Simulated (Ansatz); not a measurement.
# Geometry relaxation, with input and output: MgO (part 1 of 2)

System: MgO (2 atoms in the cell).
Method: DFT PBE+D3(BJ), scalar-relativistic, plane waves, PAW, no spin polarisation (Ansatz 0.2.0).

The structure derives from an entry of the Crystallography Open Database. Figures and captions count atoms from 1; the log counts them from 0 in places.

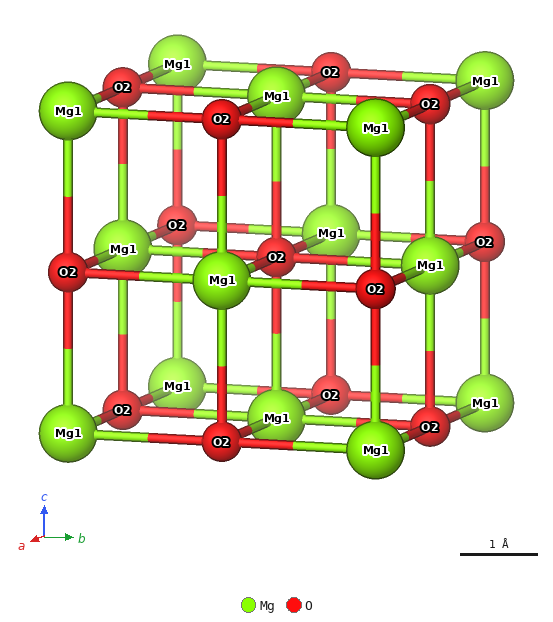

The structure as given in the input (ball-and-stick view of the cell 4 times as large as that of the calculation, set on its symmetry axes, seen slightly off an axis; atoms are numbered from 1 in the order of the input). An atom can appear more than once, as a periodic image. Near neighbours in the periodic cell (some may lie outside the picture): Mg has 6 O at 2.14 Å; O has 6 Mg at 2.14 Å.

### Results in brief

| quantity | value |
| --- | --- |
| outcome | converged |
| space group (tolerance 0.01 Å) | Fm-3m (225) |
| electrons treated | 16 |
| free energy | −2494.7174 eV |
| Fermi energy | 10.560 eV |
| gap on the k-point mesh | 4.77 eV |
| pressure | −0.01 GPa |
| final volume | 18.62 Å³ |
| largest force (length of the vector) at the end | under 0.001 eV/Å |
| final cell | a = 2.975 Å, b = 2.975 Å, c = 2.975 Å, α = 60.00°, β = 60.00°, γ = 60.00° |
| hardware | 4 threads of Intel Xeon (Granite Rapids), 192 GiB of memory available, shared host |
| wall time | 1.4 s (CPU time 3.9 s) |
| peak memory | 0.31 GiB |

### The input
```yaml
crystal:
  lattice:
    - [0.0, 2.13515, 2.13515]
    - [2.13515, 0.0, 2.13515]
    - [2.13515, 2.13515, 0.0]
  atoms:
    - { symbol: Mg, position: [0.0, 0.0, 0.0] }
    - { symbol: O, position: [0.5, 0.5, 0.5] }
basis:
  ecutwfc: 420
kpoints:
  mp_grid: { grid: [10, 10, 10] }
hamiltonian:
  xc: pbe
  dispersion: d3bj
scf:
  occupations: { method: gaussian, width: 0.02 }
output:
  forces: true
  stress: true
  eigenvalues: true
relax:
  adjacent_minimum: "off"
  f_tol: 0.005
  max_steps: 80
  cell: { stress_tol: 0.05 }
```

Command:
```bash
ansatz run input.yaml --threads 4 --pin off --max-ram 10240MiB --backend cpu --events-out ev --progress --plain --runs-dir out
```

### The program's output
```
Engine: ansatz 0.2.0, x86_64-unknown-linux-gnu
Pseudopotentials: kind: paw
Pseudopotential: Mg, paw, valence charge 10, recommended cutoff 420 eV (normal), Mg.paw.azcp
Pseudopotential: O, paw, valence charge 6, recommended cutoff 420 eV (normal), O.paw.azcp
Functional definition: PBE
  parameter kappa = 0.804
  parameter beta = 0.06672455060314922
  exchange = pbe_x(kappa = kappa, mu = beta*pi^2/3)
  correlation = pbe_c(beta = beta)
Crystal: 2 atoms, lattice volume = 19.468 Å³
Basis set: ecut = 420 eV, 339 PW (Γ), exchange–correlation on 48×48×48 points (8 copies of the dense FFT grid, shifted against one another)
Bands: 12, of which v1, the nominal top of the filled ones, is band 8 counted from 1 (7 counted from 0)
Symmetry: 48 space group operations
Space group: Fm-3m (ITA 225), of the structure as read, at distance tolerance 2.7e-5 Å
k-points: 47 of 1000
Non-local potential: Mg, projectors of the file, l = 0: 3, l = 1: 2, l = 2: 1
Non-local potential: O, projectors of the file, l = 0: 2, l = 1: 2, l = 2: 1
PAW form: soft (Blöchl's): semilocal exchange-correlation on the pseudo side does not see the compensation charge
PAW one-centre angular grid: Mg, 110 points (default); XC on 64 Gauss nodes
PAW one-centre angular grid: O, 110 points (default); XC on 64 Gauss nodes
Initial density: superposition of atomic densities (neutral atoms: chi_scale 0, normalization atom), corrected by the library's trained network
Initial wavefunctions: pseudopotential atomic-orbital guess
Functional: x = pbe(κ = 0.804, μ = 0.2195149727645171), c = pbe(β = 0.06672455060314922)
SCF iter   1: F=—  HF=-2494.699309 eV  |F-HF|=—  |Δ(HF+E_count)|=         —  Δρ=7.79e-4  dr2=6.37e-5  ethr=1.77e-3  ⟨swp⟩=5.9  Hψ=3327  notcnv=0
preconditioner: auto → none  [insulator: Δε(μ)=4.354 eV  Ē_g=18.073 eV  σ=0.020 eV  W_gap=1.00  n_scr=8 (ndim 8)  ℏωp=23.8 eV  f_vac=0.000  D(μ)=0.00/eV (n_scr^D=0)  ε∞_Penn≈2.7]
SCF iter   2: F=—  HF=-2494.699714 eV  |F-HF|=—  |Δ(HF+E_count)|=   4.04e-4  Δρ=3.75e-4  dr2=1.10e-5  ethr=3.98e-7  ⟨swp⟩=2.9  Hψ=1500  notcnv=0
SCF iter   3: F=—  HF=-2494.699734 eV  |F-HF|=—  |Δ(HF+E_count)|=   2.05e-5  Δρ=2.01e-4  dr2=2.23e-6  ethr=6.85e-8  ⟨swp⟩=2.0  Hψ=697  notcnv=0
SCF iter   4: F=—  HF=-2494.699752 eV  |F-HF|=—  |Δ(HF+E_count)|=   1.79e-5  Δρ=4.07e-5  dr2=2.06e-7  ethr=1.39e-8  ⟨swp⟩=2.0  Hψ=752  notcnv=0
iter 5 did not close the SCF: its close was put off for the readings that it lacked (scf_convergence_deferred on its scf_iter line)
SCF iter   5: F=-2494.699752 eV  HF=-2494.699752 eV  |F-HF|=2.52e-8  |Δ(HF+E_count)|=   8.23e-9  Δρ=1.44e-5  dr2=2.92e-8  ethr=1.29e-9  ⟨swp⟩=2.0  Hψ=651  notcnv=0
SCF iter   6: F=-2494.699752 eV  HF=-2494.699752 eV  |F-HF|=6.89e-9  |Δ(HF+E_count)|=   6.31e-9  Δρ=7.17e-6  dr2=7.86e-9  ethr=1.82e-10  ⟨swp⟩=2.2  Hψ=1704  notcnv=0
SCF 1 converged in 6 iterations: F = -2494.699752 eV  dr2 = 7.86e-9
  greatest PAW one-centre occupation: 1.000 electrons in one spin orbital (limit 2), on the Mg atom at site 0 (counted from 0), in its partial waves of l = 0
relax step   1: F+E_penalty+E_count = -2494.69975189 eV  Δ(F+E_penalty+E_count) = +0.000e0 eV  max|allowed force component| = 6.600e-29 eV/Å  Δτ_max = 0.0000 Å  P = -6.439 GPa  Ω = 19.468 Å³  (6 SCF iters, dr2 threshold 1.00e-7 eV, accepted)
Crystal: 2 atoms, lattice volume = 19.091 Å³
Initial density: handed on by an earlier stage of this run
Initial wavefunctions: those handed on with the density
iter 1 solved again at ethr=3.36e-6 eV; its pass at ethr=3.10e-3 eV (dr2=5.37e-4 eV) is discarded
SCF iter   1: F=—  HF=-2494.713228 eV  |F-HF|=—  |Δ(HF+E_count)|=         —  Δρ=1.91e-3  dr2=5.46e-4  ethr=3.36e-6  ⟨swp⟩=1.6  Hψ=4071  notcnv=0
preconditioner: auto → none  [insulator: Δε(μ)=4.541 eV  Ē_g=18.298 eV  σ=0.020 eV  W_gap=1.00  n_scr=8 (ndim 8)  ℏωp=24.0 eV  f_vac=0.000  D(μ)=0.00/eV (n_scr^D=0)  ε∞_Penn≈2.7]
SCF iter   2: F=—  HF=-2494.713082 eV  |F-HF|=—  |Δ(HF+E_count)|=   1.45e-4  Δρ=6.71e-4  dr2=7.35e-5  ethr=3.36e-6  ⟨swp⟩=2.5  Hψ=726  notcnv=0
SCF iter   3: F=—  HF=-2494.713063 eV  |F-HF|=—  |Δ(HF+E_count)|=   1.96e-5  Δρ=1.26e-4  dr2=2.17e-6  ethr=4.60e-7  ⟨swp⟩=2.0  Hψ=738  notcnv=0
iter 4 did not close the SCF: its close was put off for the readings that it lacked (scf_convergence_deferred on its scf_iter line)
SCF iter   4: F=-2494.713064 eV  HF=-2494.713064 eV  |F-HF|=5.97e-9  |Δ(HF+E_count)|=   7.88e-7  Δρ=9.78e-6  dr2=1.75e-8  ethr=1.36e-8  ⟨swp⟩=2.0  Hψ=746  notcnv=0
iter 5 did not close the SCF: its close was put off for the readings that it lacked (scf_convergence_deferred on its scf_iter line)
SCF iter   5: F=-2494.713064 eV  HF=-2494.713064 eV  |F-HF|=8.47e-10  |Δ(HF+E_count)|=   1.56e-9  Δρ=2.96e-6  dr2=8.37e-10  ethr=1.09e-10  ⟨swp⟩=2.6  Hψ=829  notcnv=0
SCF iter   6: F=-2494.713064 eV  HF=-2494.713064 eV  |F-HF|=4.55e-12  |Δ(HF+E_count)|=  3.62e-10  Δρ=1.72e-7  dr2=1.35e-12  ethr=5.23e-12  ⟨swp⟩=1.0  Hψ=1688  notcnv=0
SCF 2 converged in 6 iterations: F = -2494.713064 eV  dr2 = 1.35e-12
relax step   2: F+E_penalty+E_count = -2494.71306357 eV  Δ(F+E_penalty+E_count) = -1.331e-2 eV  max|allowed force component| = 5.884e-30 eV/Å  Δτ_max = 0.0000 Å  P = -3.610 GPa  Ω = 19.091 Å³  energy of the carried Pulay correction = +1.435e-3 eV  (6 SCF iters, dr2 threshold 2.00e-7 eV, accepted)
Crystal: 2 atoms, lattice volume = 18.630 Å³
iter 1 solved again at ethr=5.41e-6 eV; its pass at ethr=3.10e-3 eV (dr2=8.65e-4 eV) is discarded
SCF iter   1: F=—  HF=-2494.720095 eV  |F-HF|=—  |Δ(HF+E_count)|=         —  Δρ=2.50e-3  dr2=9.14e-4  ethr=5.41e-6  ⟨swp⟩=1.0  Hψ=4114  notcnv=0
preconditioner: auto → none  [insulator: Δε(μ)=4.778 eV  Ē_g=18.581 eV  σ=0.020 eV  W_gap=1.00  n_scr=8 (ndim 8)  ℏωp=24.3 eV  f_vac=0.000  D(μ)=0.00/eV (n_scr^D=0)  ε∞_Penn≈2.7]
SCF iter   2: F=—  HF=-2494.719849 eV  |F-HF|=—  |Δ(HF+E_count)|=   2.45e-4  Δρ=8.68e-4  dr2=1.20e-4  ethr=5.41e-6  ⟨swp⟩=2.4  Hψ=847  notcnv=0
SCF iter   3: F=—  HF=-2494.719825 eV  |F-HF|=—  |Δ(HF+E_count)|=   2.45e-5  Δρ=1.60e-4  dr2=3.37e-6  ethr=7.49e-7  ⟨swp⟩=2.0  Hψ=747  notcnv=0
iter 4 did not close the SCF: its close was put off for the readings that it lacked (scf_convergence_deferred on its scf_iter line)
SCF iter   4: F=-2494.719826 eV  HF=-2494.719826 eV  |F-HF|=7.48e-8  |Δ(HF+E_count)|=   1.24e-6  Δρ=2.34e-5  dr2=9.84e-8  ethr=2.10e-8  ⟨swp⟩=2.1  Hψ=763  notcnv=0
iter 5 did not close the SCF: its close was put off for the readings that it lacked (scf_convergence_deferred on its scf_iter line)
SCF iter   5: F=-2494.719826 eV  HF=-2494.719826 eV  |F-HF|=1.01e-9  |Δ(HF+E_count)|=   2.82e-8  Δρ=6.12e-6  dr2=2.64e-9  ethr=6.15e-10  ⟨swp⟩=2.0  Hψ=895  notcnv=0
SCF iter   6: F=-2494.719826 eV  HF=-2494.719826 eV  |F-HF|=5.23e-11  |Δ(HF+E_count)|=  8.69e-10  Δρ=1.11e-6  dr2=6.71e-11  ethr=1.65e-11  ⟨swp⟩=1.9  Hψ=1660  notcnv=0
SCF 3 converged in 6 iterations: F = -2494.719826 eV  dr2 = 6.71e-11
relax step   3: F+E_penalty+E_count = -2494.71982587 eV  Δ(F+E_penalty+E_count) = -6.762e-3 eV  max|allowed force component| = 4.635e-30 eV/Å  Δτ_max = 0.0000 Å  P = +0.224 GPa  Ω = 18.630 Å³  energy of the carried Pulay correction = +3.225e-3 eV  (6 SCF iters, dr2 threshold 2.00e-7 eV, accepted)
Crystal: 2 atoms, lattice volume = 18.655 Å³
iter 1 solved again at ethr=1.96e-8 eV; its pass at ethr=3.10e-3 eV (dr2=3.14e-6 eV) is discarded
SCF iter   1: F=—  HF=-2494.719757 eV  |F-HF|=—  |Δ(HF+E_count)|=         —  Δρ=1.43e-4  dr2=2.98e-6  ethr=1.96e-8  ⟨swp⟩=2.2  Hψ=3860  notcnv=0
preconditioner: auto → none  [insulator: Δε(μ)=4.756 eV  Ē_g=18.557 eV  σ=0.020 eV  W_gap=1.00  n_scr=8 (ndim 8)  ℏωp=24.3 eV  f_vac=0.000  D(μ)=0.00/eV (n_scr^D=0)  ε∞_Penn≈2.7]
SCF iter   2: F=—  HF=-2494.719744 eV  |F-HF|=—  |Δ(HF+E_count)|=   1.26e-5  Δρ=5.02e-5  dr2=4.05e-7  ethr=1.86e-8  ⟨swp⟩=2.6  Hψ=785  notcnv=0
iter 3 did not close the SCF: its close was put off for the readings that it lacked (scf_convergence_deferred on its scf_iter line)
SCF iter   3: F=-2494.719744 eV  HF=-2494.719744 eV  |F-HF|=2.11e-9  |Δ(HF+E_count)|=   5.33e-8  Δρ=8.93e-6  dr2=1.02e-8  ethr=2.53e-9  ⟨swp⟩=2.0  Hψ=743  notcnv=0
iter 4 did not close the SCF: its close was put off for the readings that it lacked (scf_convergence_deferred on its scf_iter line)
SCF iter   4: F=-2494.719744 eV  HF=-2494.719744 eV  |F-HF|=1.90e-10  |Δ(HF+E_count)|=   3.62e-9  Δρ=1.35e-6  dr2=3.55e-10  ethr=6.37e-11  ⟨swp⟩=2.3  Hψ=792  notcnv=0
iter 5 did not close the SCF: its close was put off for the readings that it lacked (scf_convergence_deferred on its scf_iter line)
SCF iter   5: F=-2494.719744 eV  HF=-2494.719744 eV  |F-HF|=2.27e-12  |Δ(HF+E_count)|=  3.91e-11  Δρ=3.15e-7  dr2=7.57e-12  ethr=2.22e-12  ⟨swp⟩=2.1  Hψ=890  notcnv=0
SCF iter   6: F=-2494.719744 eV  HF=-2494.719744 eV  |F-HF|=4.55e-13  |Δ(HF+E_count)|=  1.36e-12  Δρ=3.50e-8  dr2=7.07e-14  ethr=1.00e-12  ⟨swp⟩=1.1  Hψ=1319  notcnv=0
SCF 4 converged in 6 iterations: F = -2494.719744 eV  dr2 = 7.07e-14
relax step   4: F+E_penalty+E_count = -2494.71974427 eV  Δ(F+E_penalty+E_count) = +8.160e-5 eV  max|allowed force component| = 3.497e-29 eV/Å  Δτ_max = 0.0000 Å  P = +0.002 GPa  Ω = 18.655 Å³  energy of the carried Pulay correction = +3.126e-3 eV  (6 SCF iters, dr2 threshold 1.26e-7 eV, accepted)
Basis set: ecut = 420 eV, 339 PW (Γ), exchange–correlation on 40×40×40 points (8 copies of the dense FFT grid, shifted against one another)
Initial wavefunctions: pseudopotential atomic-orbital guess (no wavefunctions were taken with the density)
iter 1 solved again at ethr=7.37e-8 eV; its pass at ethr=3.10e-3 eV (dr2=1.18e-5 eV) is discarded
SCF iter   1: F=—  HF=-2494.717346 eV  |F-HF|=—  |Δ(HF+E_count)|=         —  Δρ=3.24e-4  dr2=2.86e-6  ethr=7.37e-8  ⟨swp⟩=3.3  Hψ=4934  notcnv=0
preconditioner: auto → none  [insulator: Δε(μ)=4.757 eV  Ē_g=18.557 eV  σ=0.020 eV  W_gap=1.00  n_scr=8 (ndim 8)  ℏωp=24.3 eV  f_vac=0.000  D(μ)=0.00/eV (n_scr^D=0)  ε∞_Penn≈2.7]
SCF iter   2: F=—  HF=-2494.717343 eV  |F-HF|=—  |Δ(HF+E_count)|=   2.68e-6  Δρ=1.46e-4  dr2=4.75e-7  ethr=1.79e-8  ⟨swp⟩=2.0  Hψ=746  notcnv=0
SCF iter   3: F=—  HF=-2494.717344 eV  |F-HF|=—  |Δ(HF+E_count)|=   7.96e-7  Δρ=2.43e-5  dr2=1.32e-8  ethr=2.97e-9  ⟨swp⟩=2.0  Hψ=752  notcnv=0
SCF iter   4: F=—  HF=-2494.717344 eV  |F-HF|=—  |Δ(HF+E_count)|=   4.78e-8  Δρ=2.12e-6  dr2=2.26e-10  ethr=8.27e-11  ⟨swp⟩=2.0  Hψ=893  notcnv=0
SCF iter   5: F=—  HF=-2494.717344 eV  |F-HF|=—  |Δ(HF+E_count)|=  1.62e-10  Δρ=6.70e-7  dr2=2.47e-11  ethr=1.41e-12  ⟨swp⟩=2.1  Hψ=867  notcnv=0
SCF iter   6: F=-2494.717344 eV  HF=-2494.717344 eV  |F-HF|=4.55e-13  |Δ(HF+E_count)|=  6.00e-11  Δρ=7.70e-8  dr2=3.69e-13  ethr=1.00e-12  ⟨swp⟩=4.9  Hψ=2113  notcnv=0
SCF 5 converged in 6 iterations: F = -2494.717344 eV  dr2 = 3.69e-13
relax step   5: F+E_penalty+E_count = -2494.71734425 eV  Δ(F+E_penalty+E_count) = +2.400e-3 eV  max|allowed force component| = 2.643e-29 eV/Å  Δτ_max = 0.0000 Å  P = -0.274 GPa  Ω = 18.655 Å³  stress off target by 2.74e-1 GPa  SCF on the basis re-selected at this cell (its energy is not comparable with the rows above)  (6 SCF iters)
basis re-selected at this cell: Δ(F+E_penalty+E_count) = +2.400e-3 eV, ΔP = -0.275 GPa vs the last step (what re-selecting the basis moved, of the pressure what is left beyond the Pulay correction that the steps carried, after the strain that the cell walked since its last selection, with what the two solves' SCF thresholds leave and, on support functions, any second-order correction that the steps lacked; it is no measure of the basis error at this ecutwfc). The dense FFT grid was sized anew with the basis: this SCF ran on 20×20×20 points, the steps before it on 24×24×24, so part of this shift can come from that change (see relax.cell in the input reference). This SCF's stress stands 2.74e-1 GPa from its target on what of the cell is left free (relax.cell.stress_tol is 5.00e-2 GPa) and its largest allowed force component is 2.64e-29 eV/Å (relax.f_tol is 5.00e-3 eV/Å): not within both, so this SCF does not close the relaxation
Crystal: 2 atoms, lattice volume = 18.624 Å³
iter 1 solved again at ethr=2.90e-8 eV; its pass at ethr=3.10e-3 eV (dr2=4.64e-6 eV) is discarded
```
